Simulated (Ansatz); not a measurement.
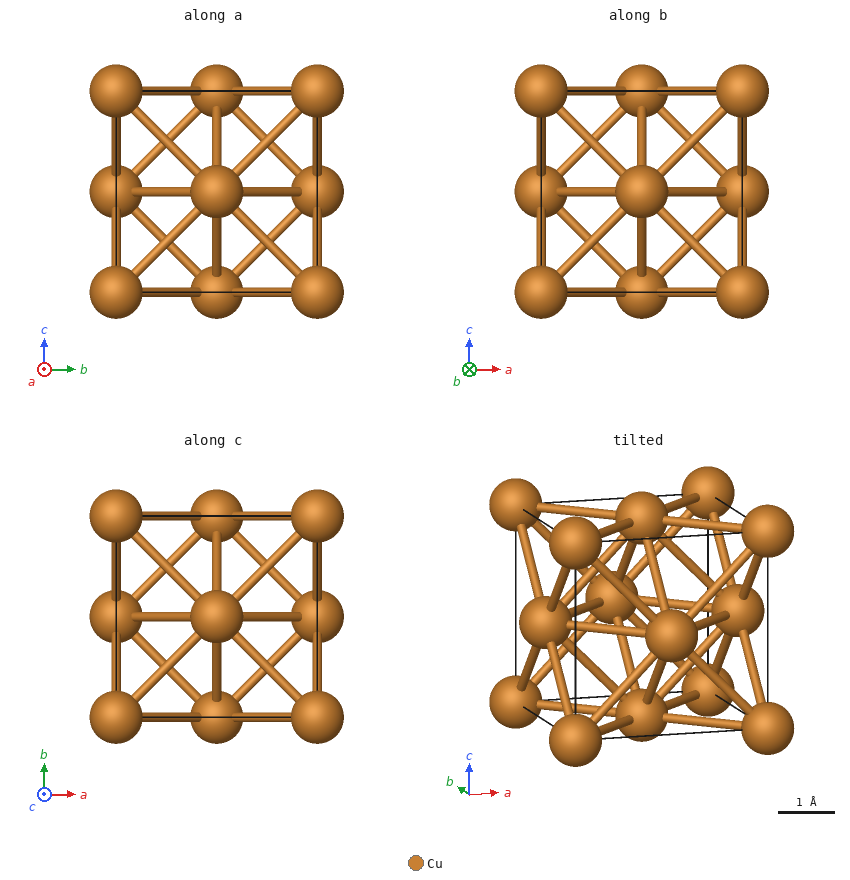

Crystal structure, ball-and-stick style, seen along the a axis, along the b axis, along the c axis and slightly off an axis. The edges of the conventional unit cell are marked.

Lattice parameters: a = 3.6303 Å, b = 3.6303 Å, c = 3.6303 Å, α = 90.000°, β = 90.000°, γ = 90.000°.

Record the structure as a CIF in P1 with every atom of the cell.

Answer.
```cif
data_structure
_symmetry_space_group_name_H-M 'P 1'
_symmetry_Int_Tables_number 1
_cell_length_a 3.6303
_cell_length_b 3.6303
_cell_length_c 3.6303
_cell_angle_alpha 90.000
_cell_angle_beta 90.000
_cell_angle_gamma 90.000
_cell_volume 47.84
loop_
_atom_site_label
_atom_site_type_symbol
_atom_site_fract_x
_atom_site_fract_y
_atom_site_fract_z
_atom_site_occupancy
Cu1 Cu 0.0000 0.0000 0.0000 1
Cu2 Cu 0.0000 0.5000 0.5000 1
Cu3 Cu 0.5000 0.0000 0.5000 1
Cu4 Cu 0.5000 0.5000 0.0000 1
```

The structure was taken from a random cell made by a generator, so it need not be a real form of the element. Relaxation method: DFT PBE, scalar-relativistic, plane waves, PAW in Ansatz 0.2.0.
